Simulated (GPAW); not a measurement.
System: GaP, space group F-43m (No. 216).

Structure:
```xyz
2
Lattice="0.0000 2.7252 2.7252 2.7252 0.0000 2.7252 2.7252 2.7252 0.0000" Properties=species:S:1:pos:R:3 pbc="T T T"
Ga    0.0000    0.0000    0.0000
P     4.0879    4.0879    4.0879
```

How it was computed, with GPAW 26.7.0: PAW DFT in plane waves, on a grid or in atomic orbitals, no spin polarisation; energies at scaled volumes of the given cell, shape and fractions fixed, counted from the fit's minimum, third-order Birch-Murnaghan fit. Level: r2SCAN.

k mesh 8×8×8; occupations Fermi–Dirac; smearing width 0.05 eV; potentials GPAW PAW data sets (gpaw data 1.2.1); wave cutoff 600 eV; program settings basis pw.

What does the calculation give for the energy and pressure against volume? The volume takes the values 19.03, 19.43, 19.84, 20.24, 20.65, 21.05, 21.45 Å³/atom.

A third-order Birch–Murnaghan fit gives V0 = 20.56 Å³/atom, B0 = 90.4 GPa and B′ = 4.6. The energy is 37.42 meV/atom at volume 19.03 Å³/atom and 10.10 meV/atom at 21.45 Å³/atom; the lowest computed point is at volume 20.65 Å³/atom (0.09 meV/atom). The pressure falls from 8.37 GPa at volume 19.03 Å³/atom to −3.50 GPa at 21.45 Å³/atom, and changes sign near 20.56 Å³/atom.

```
volume (Å³/atom)  energy (meV/atom)  pressure (GPa)
           19.03              37.42            8.37
           19.43              19.52            5.81
           19.84               7.75            3.52
           20.24               1.46            1.46
           20.65               0.09           -0.38
           21.05               3.12           -2.03
           21.45              10.10           -3.50
```

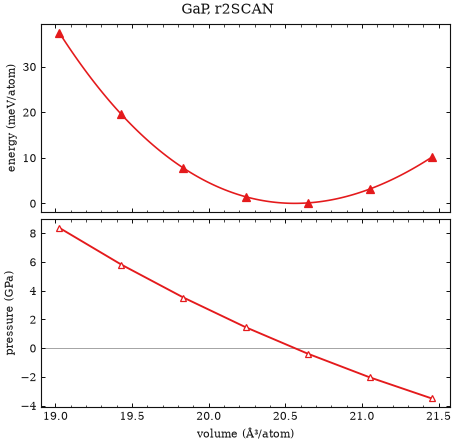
